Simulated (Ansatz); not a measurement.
# Preparing MgH2 (P4_2/mnm) as a host crystal, part 2 of 4

Before any defect goes in: MgH2 (P4_2/mnm) at rest, and how it screens a charge.

Ansatz 0.2.0; plane-wave PAW DFT, PBE; relaxation of the host's cell and atoms; PAW set soft_1 (the session's first sound run).

So far. Step 3 (Dielectric tensors of the host): The principal values of the electronic dielectric tensor are 4.15, 4.15 and 4.20. The principal values of the static dielectric tensor are 8.63, 11.83 and 11.83.

## 4. Defect free supercell relaxed in its symmetry

This step: plane-wave PAW DFT, PBE; relaxation of the defect-free supercell in its symmetry; PAW set soft_1 (Ansatz 0.2.0).

System of this step: MgH2 (P4_2/mnm). The cell holds 72 atoms: 24 Mg and 48 H. Its edges and angles: a = 9.033 Å, b = 9.033 Å, c = 9.039 Å, α = 90.0°, β = 90.0°, γ = 90.0°.

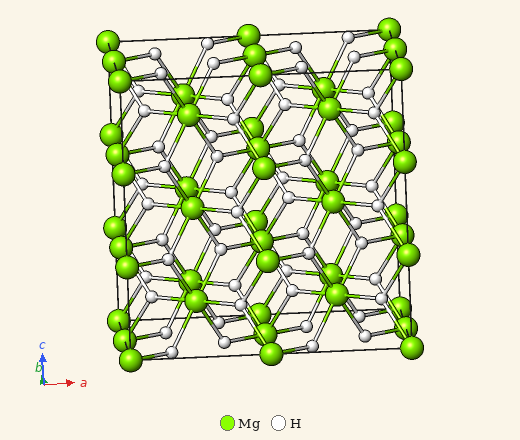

The cell of this step (magnesium green, hydrogen white). Some periodic images of atoms are drawn too.

File pristine.symmetric/input.yaml:

```yaml
crystal:
  lattice:
    - [9.0325788239, 0.0, 0.0]
    - [0.0, 9.0325788239, 0.0]
    - [0.0, 0.0, 9.0390974248]
  atoms:
    - { symbol: Mg, position: [0.25, 0.25, 0.1666666667] }
    - { symbol: Mg, position: [0.0, 0.0, 0.0] }
    - { symbol: H, position: [0.347828513, 0.347828513, 0.0] }
    - { symbol: H, position: [0.402171487, 0.097828513, 0.1666666667] }
    - { symbol: H, position: [0.152171487, 0.152171487, 0.0] }
    - { symbol: H, position: [0.097828513, 0.402171487, 0.1666666667] }
    - { symbol: Mg, position: [0.25, 0.25, 0.5] }
    - { symbol: Mg, position: [0.0, 0.0, 0.3333333333] }
    - { symbol: H, position: [0.347828513, 0.347828513, 0.3333333333] }
    - { symbol: H, position: [0.402171487, 0.097828513, 0.5] }
    - { symbol: H, position: [0.152171487, 0.152171487, 0.3333333333] }
    - { symbol: H, position: [0.097828513, 0.402171487, 0.5] }
    - { symbol: Mg, position: [0.25, 0.25, 0.8333333333] }
    - { symbol: Mg, position: [0.0, 0.0, 0.6666666667] }
    - { symbol: H, position: [0.347828513, 0.347828513, 0.6666666667] }
    - { symbol: H, position: [0.402171487, 0.097828513, 0.8333333333] }
    - { symbol: H, position: [0.152171487, 0.152171487, 0.6666666667] }
    - { symbol: H, position: [0.097828513, 0.402171487, 0.8333333333] }
    - { symbol: Mg, position: [0.25, 0.75, 0.1666666667] }
    - { symbol: Mg, position: [0.0, 0.5, 0.0] }
    - { symbol: H, position: [0.347828513, 0.847828513, 0.0] }
    - { symbol: H, position: [0.402171487, 0.597828513, 0.1666666667] }
    - { symbol: H, position: [0.152171487, 0.652171487, 0.0] }
    - { symbol: H, position: [0.097828513, 0.902171487, 0.1666666667] }
    - { symbol: Mg, position: [0.25, 0.75, 0.5] }
    - { symbol: Mg, position: [0.0, 0.5, 0.3333333333] }
    - { symbol: H, position: [0.347828513, 0.847828513, 0.3333333333] }
    - { symbol: H, position: [0.402171487, 0.597828513, 0.5] }
    - { symbol: H, position: [0.152171487, 0.652171487, 0.3333333333] }
    - { symbol: H, position: [0.097828513, 0.902171487, 0.5] }
    - { symbol: Mg, position: [0.25, 0.75, 0.8333333333] }
    - { symbol: Mg, position: [0.0, 0.5, 0.6666666667] }
    - { symbol: H, position: [0.347828513, 0.847828513, 0.6666666667] }
    - { symbol: H, position: [0.402171487, 0.597828513, 0.8333333333] }
    - { symbol: H, position: [0.152171487, 0.652171487, 0.6666666667] }
    - { symbol: H, position: [0.097828513, 0.902171487, 0.8333333333] }
    - { symbol: Mg, position: [0.75, 0.25, 0.1666666667] }
    - { symbol: Mg, position: [0.5, 0.0, 0.0] }
    - { symbol: H, position: [0.847828513, 0.347828513, 0.0] }
    - { symbol: H, position: [0.902171487, 0.097828513, 0.1666666667] }
    - { symbol: H, position: [0.652171487, 0.152171487, 0.0] }
    - { symbol: H, position: [0.597828513, 0.402171487, 0.1666666667] }
    - { symbol: Mg, position: [0.75, 0.25, 0.5] }
    - { symbol: Mg, position: [0.5, 0.0, 0.3333333333] }
    - { symbol: H, position: [0.847828513, 0.347828513, 0.3333333333] }
    - { symbol: H, position: [0.902171487, 0.097828513, 0.5] }
    - { symbol: H, position: [0.652171487, 0.152171487, 0.3333333333] }
    - { symbol: H, position: [0.597828513, 0.402171487, 0.5] }
    - { symbol: Mg, position: [0.75, 0.25, 0.8333333333] }
    - { symbol: Mg, position: [0.5, 0.0, 0.6666666667] }
    - { symbol: H, position: [0.847828513, 0.347828513, 0.6666666667] }
    - { symbol: H, position: [0.902171487, 0.097828513, 0.8333333333] }
    - { symbol: H, position: [0.652171487, 0.152171487, 0.6666666667] }
    - { symbol: H, position: [0.597828513, 0.402171487, 0.8333333333] }
    - { symbol: Mg, position: [0.75, 0.75, 0.1666666667] }
    - { symbol: Mg, position: [0.5, 0.5, 0.0] }
    - { symbol: H, position: [0.847828513, 0.847828513, 0.0] }
    - { symbol: H, position: [0.902171487, 0.597828513, 0.1666666667] }
    - { symbol: H, position: [0.652171487, 0.652171487, 0.0] }
    - { symbol: H, position: [0.597828513, 0.902171487, 0.1666666667] }
    - { symbol: Mg, position: [0.75, 0.75, 0.5] }
    - { symbol: Mg, position: [0.5, 0.5, 0.3333333333] }
    - { symbol: H, position: [0.847828513, 0.847828513, 0.3333333333] }
    - { symbol: H, position: [0.902171487, 0.597828513, 0.5] }
    - { symbol: H, position: [0.652171487, 0.652171487, 0.3333333333] }
    - { symbol: H, position: [0.597828513, 0.902171487, 0.5] }
    - { symbol: Mg, position: [0.75, 0.75, 0.8333333333] }
    - { symbol: Mg, position: [0.5, 0.5, 0.6666666667] }
    - { symbol: H, position: [0.847828513, 0.847828513, 0.6666666667] }
    - { symbol: H, position: [0.902171487, 0.597828513, 0.8333333333] }
    - { symbol: H, position: [0.652171487, 0.652171487, 0.6666666667] }
    - { symbol: H, position: [0.597828513, 0.902171487, 0.8333333333] }
basis:
  ecutwfc: 420
  xc_grid: 2
hamiltonian:
  xc: pbe
  pseudopotentials: { kind: paw, azcp: { folder: soft_1 } }
kpoints:
  mp_grid: { grid: [1, 1, 1] }
scf:
  occupations: { method: fermi_dirac, width: 0.01 }
  max_iter: 100
  lower_state_search: "off"
output:
  forces: true
relax:
  f_tol: 0.015
  max_steps: 60
  escape_saddle: false
checkpoint:
  write: "../pristine.symmetric.run"
  compress: false
  write_wavefunctions: false
  write_every: 100000
```

On the command line:

```console
$ ansatz run input.yaml --threads 4 --pin off --max-ram 17899MiB --backend cpu --events-out ev --progress --plain --runs-dir out
```

Numbers of over 12 decimals in the logs are rounded to 6 here.

Log:

```text
[...]
Crystal: 72 atoms, lattice volume = 737.477 Å³
Basis set: ecut = 420 eV, 14371 PW (Γ), exchange–correlation on 128×128×128 points (8 copies of the dense FFT grid, shifted against one another)
Bands: 216, of which v1, the nominal top of the filled ones, is band 144 counted from 1 (143 counted from 0)
Symmetry: 192 space group operations
[...]
k-points: 1
[...]
SCF iter   1: F=—  HF=-46957.779278 eV  |F-HF|=—  |Δ(HF+E_count)|=         —  Δρ=7.91e-2  dr2=4.04e1  ethr=3.10e-3  ⟨swp⟩=6.0  Hψ=893  notcnv=0  defer=7
[...]
SCF iter   7: F=-46945.115110 eV  HF=-46945.115110 eV  |F-HF|=9.67e-8  |Δ(HF+E_count)|=   8.29e-6  Δρ=3.58e-6  dr2=5.62e-8  ethr=1.95e-9  ⟨swp⟩=4.0  Hψ=556  notcnv=0
SCF 1 converged in 7 iterations: F = -46945.115110 eV  dr2 = 5.62e-8
[...]
relax step   1: F+E_penalty+E_count = -46945.11511047 eV  Δ(F+E_penalty+E_count) = +0.000e0 eV  max|allowed force component| = 9.049e-3 eV/Å  Δτ_max = 0.0000 Å  (7 SCF iters, dr2 threshold 5.63e-6 eV, accepted)
[...]
SCF iter   3: F=-46945.115110 eV  HF=-46945.115110 eV  |F-HF|=9.60e-10  |Δ(HF+E_count)|=   4.07e-8  Δρ=4.56e-7  dr2=9.97e-10  ethr=7.77e-12  ⟨swp⟩=2.0  Hψ=516  notcnv=0
SCF 2 converged in 3 iterations: F = -46945.115110 eV  dr2 = 9.97e-10
relax step   2: F+E_penalty+E_count = -46945.11511048 eV  Δ(F+E_penalty+E_count) = -1.059e-8 eV  max|allowed force component| = 9.049e-3 eV/Å  Δτ_max = 0.0000 Å  (3 SCF iters, accepted)
SCF converged after 3 iterations
Free energy (F): -46945.115110 eV
[...]
Internal energy: -46945.115110 eV  (E = F + TS)
E sigma→0 (E₀):  -46945.115110 eV
Fermi energy:    3.972388 eV
[...]
--- Forces (eV/Å), atoms counted from 1 ---
  atom   1  Mg     0.00000000     0.00000000    -0.00000000
  atom   2  Mg     0.00000000     0.00000000     0.00000000
  atom   3  H     -0.00904853    -0.00904853    -0.00000000
  atom   4  H      0.00904853    -0.00904853     0.00000000
  atom   5  H      0.00904853     0.00904853     0.00000000
  atom   6  H     -0.00904853     0.00904853     0.00000000
  atom   7  Mg     0.00000000     0.00000000     0.00000000
  atom   8  Mg    -0.00000000     0.00000000     0.00000000
  atom   9  H     -0.00904853    -0.00904853     0.00000000
  atom  10  H      0.00904853    -0.00904853     0.00000000
  atom  11  H      0.00904853     0.00904853     0.00000000
  atom  12  H     -0.00904853     0.00904853     0.00000000
  atom  13  Mg     0.00000000     0.00000000     0.00000000
  atom  14  Mg    -0.00000000     0.00000000     0.00000000
  atom  15  H     -0.00904853    -0.00904853     0.00000000
  atom  16  H      0.00904853    -0.00904853     0.00000000
  atom  17  H      0.00904853     0.00904853     0.00000000
  atom  18  H     -0.00904853     0.00904853     0.00000000
  atom  19  Mg     0.00000000     0.00000000    -0.00000000
  atom  20  Mg     0.00000000     0.00000000     0.00000000
  atom  21  H     -0.00904853    -0.00904853     0.00000000
  atom  22  H      0.00904853    -0.00904853     0.00000000
  atom  23  H      0.00904853     0.00904853     0.00000000
  atom  24  H     -0.00904853     0.00904853     0.00000000
  atom  25  Mg    -0.00000000     0.00000000     0.00000000
  atom  26  Mg    -0.00000000     0.00000000     0.00000000
  atom  27  H     -0.00904853    -0.00904853     0.00000000
  atom  28  H      0.00904853    -0.00904853    -0.00000000
  atom  29  H      0.00904853     0.00904853     0.00000000
  atom  30  H     -0.00904853     0.00904853    -0.00000000
  atom  31  Mg    -0.00000000     0.00000000     0.00000000
  atom  32  Mg    -0.00000000     0.00000000     0.00000000
  atom  33  H     -0.00904853    -0.00904853    -0.00000000
  atom  34  H      0.00904853    -0.00904853    -0.00000000
  atom  35  H      0.00904853     0.00904853     0.00000000
  atom  36  H     -0.00904853     0.00904853    -0.00000000
  atom  37  Mg     0.00000000     0.00000000    -0.00000000
  atom  38  Mg     0.00000000     0.00000000     0.00000000
  atom  39  H     -0.00904853    -0.00904853    -0.00000000
  atom  40  H      0.00904853    -0.00904853     0.00000000
[...]
atom  61  Mg     0.00000000     0.00000000     0.00000000
  atom  62  Mg    -0.00000000     0.00000000     0.00000000
  atom  63  H     -0.00904853    -0.00904853     0.00000000
  atom  64  H      0.00904853    -0.00904853    -0.00000000
  atom  65  H      0.00904853     0.00904853    -0.00000000
  atom  66  H     -0.00904853     0.00904853    -0.00000000
  atom  67  Mg    -0.00000000     0.00000000     0.00000000
  atom  68  Mg     0.00000000     0.00000000     0.00000000
  atom  69  H     -0.00904853    -0.00904853    -0.00000000
  atom  70  H      0.00904853    -0.00904853     0.00000000
  atom  71  H      0.00904853     0.00904853    -0.00000000
  atom  72  H     -0.00904853     0.00904853     0.00000000
  max |Σ_I F_I| component: 8.85e-17 eV/Å
--- Relaxed structure (2 steps of the walk, 2 accepted, 0 SCFs on fresh bases) ---
  F+E_penalty+E_count = -46945.11511048 eV   max|allowed force component| = 9.049e-3 eV/Å
  atoms:
    - { symbol: Mg, position: [0.25, 0.25, 0.166667] }
    - { symbol: Mg, position: [0.0, 0.0, 0.0] }
    - { symbol: H, position: [0.347829, 0.347829, 0.0] }
    - { symbol: H, position: [0.402171487, 0.097828513, 0.166667] }
    - { symbol: H, position: [0.152171487, 0.152171487, 0.0] }
    - { symbol: H, position: [0.097828513, 0.402171487, 0.166667] }
    - { symbol: Mg, position: [0.25, 0.25, 0.5] }
    - { symbol: Mg, position: [0.0, 0.0, 0.333333] }
    - { symbol: H, position: [0.347829, 0.347829, 0.333333] }
    - { symbol: H, position: [0.402171487, 0.097828513, 0.5] }
    - { symbol: H, position: [0.152171487, 0.152171487, 0.333333] }
    - { symbol: H, position: [0.097828513, 0.402171487, 0.5] }
    - { symbol: Mg, position: [0.25, 0.25, 0.833333] }
    - { symbol: Mg, position: [0.0, 0.0, 0.666667] }
    - { symbol: H, position: [0.347829, 0.347829, 0.666667] }
    - { symbol: H, position: [0.402171487, 0.097828513, 0.833333] }
    - { symbol: H, position: [0.152171487, 0.152171487, 0.666667] }
    - { symbol: H, position: [0.097828513, 0.402171487, 0.833333] }
    - { symbol: Mg, position: [0.25, 0.75, 0.166667] }
    - { symbol: Mg, position: [0.0, 0.5, 0.0] }
    - { symbol: H, position: [0.347829, 0.847828513, 0.0] }
    - { symbol: H, position: [0.402171487, 0.597828513, 0.166667] }
    - { symbol: H, position: [0.152171487, 0.652171487, 0.0] }
    - { symbol: H, position: [0.097828513, 0.902171487, 0.166667] }
    - { symbol: Mg, position: [0.25, 0.75, 0.5] }
    - { symbol: Mg, position: [0.0, 0.5, 0.333333] }
    - { symbol: H, position: [0.347829, 0.847828513, 0.333333] }
    - { symbol: H, position: [0.402171487, 0.597828513, 0.5] }
    - { symbol: H, position: [0.152171487, 0.652171487, 0.333333] }
    - { symbol: H, position: [0.097828513, 0.902171487, 0.5] }
    - { symbol: Mg, position: [0.25, 0.75, 0.833333] }
    - { symbol: Mg, position: [0.0, 0.5, 0.666667] }
    - { symbol: H, position: [0.347829, 0.847828513, 0.666667] }
    - { symbol: H, position: [0.402171487, 0.597828513, 0.833333] }
    - { symbol: H, position: [0.152171487, 0.652171487, 0.666667] }
    - { symbol: H, position: [0.097828513, 0.902171487, 0.833333] }
    - { symbol: Mg, position: [0.75, 0.25, 0.166667] }
    - { symbol: Mg, position: [0.5, 0.0, 0.0] }
    - { symbol: H, position: [0.847828513, 0.347829, 0.0] }
    - { symbol: H, position: [0.902171487, 0.097828513, 0.166667] }
    - { symbol: H, position: [0.652171487, 0.152171487, 0.0] }
    - { symbol: H, position: [0.597828513, 0.402171487, 0.166667] }
    - { symbol: Mg, position: [0.75, 0.25, 0.5] }
    - { symbol: Mg, position: [0.5, 0.0, 0.333333] }
    - { symbol: H, position: [0.847828513, 0.347829, 0.333333] }
    - { symbol: H, position: [0.902171487, 0.097828513, 0.5] }
    - { symbol: H, position: [0.652171487, 0.152171487, 0.333333] }
    - { symbol: H, position: [0.597828513, 0.402171487, 0.5] }
    - { symbol: Mg, position: [0.75, 0.25, 0.833333] }
    - { symbol: Mg, position: [0.5, 0.0, 0.666667] }
    - { symbol: H, position: [0.847828513, 0.347829, 0.666667] }
    - { symbol: H, position: [0.902171487, 0.097828513, 0.833333] }
    - { symbol: H, position: [0.652171487, 0.152171487, 0.666667] }
    - { symbol: H, position: [0.597828513, 0.402171487, 0.833333] }
    - { symbol: Mg, position: [0.75, 0.75, 0.166667] }
    - { symbol: Mg, position: [0.5, 0.5, 0.0] }
    - { symbol: H, position: [0.847828513, 0.847828513, 0.0] }
    - { symbol: H, position: [0.902171487, 0.597828513, 0.166667] }
    - { symbol: H, position: [0.652171487, 0.652171487, 0.0] }
    - { symbol: H, position: [0.597828513, 0.902171487, 0.166667] }
    - { symbol: Mg, position: [0.75, 0.75, 0.5] }
    - { symbol: Mg, position: [0.5, 0.5, 0.333333] }
    - { symbol: H, position: [0.847828513, 0.847828513, 0.333333] }
    - { symbol: H, position: [0.902171487, 0.597828513, 0.5] }
    - { symbol: H, position: [0.652171487, 0.652171487, 0.333333] }
    - { symbol: H, position: [0.597828513, 0.902171487, 0.5] }
    - { symbol: Mg, position: [0.75, 0.75, 0.833333] }
    - { symbol: Mg, position: [0.5, 0.5, 0.666667] }
    - { symbol: H, position: [0.847828513, 0.847828513, 0.666667] }
    - { symbol: H, position: [0.902171487, 0.597828513, 0.833333] }
    - { symbol: H, position: [0.652171487, 0.652171487, 0.666667] }
    - { symbol: H, position: [0.597828513, 0.902171487, 0.833333] }
```

Run time: 1.5 s. Hardware: 4 threads of AMD EPYC 9R45, shared host; peak memory 0.82 GiB.

Hardly anything moved in the relaxation; the energy changed by under 0.2 meV an atom.

(Part 2 of 4 ends here.)

[Logs are printed without paths, hosts, clocks, repeated set-up lines and the standing remarks that a program may print on its own settings, such as how far it seeks lower states.]

[Hosts, paths, dates, database ids (printed as entryN), source tags and the programs' standing remarks are cut or masked in the printed files.]

[Runs of the host that timed out are not shown.]

[For some hosts the program warned that the k-mesh of the response run may be too coarse for force constants and the static dielectric constant; such warnings are not always shown.]
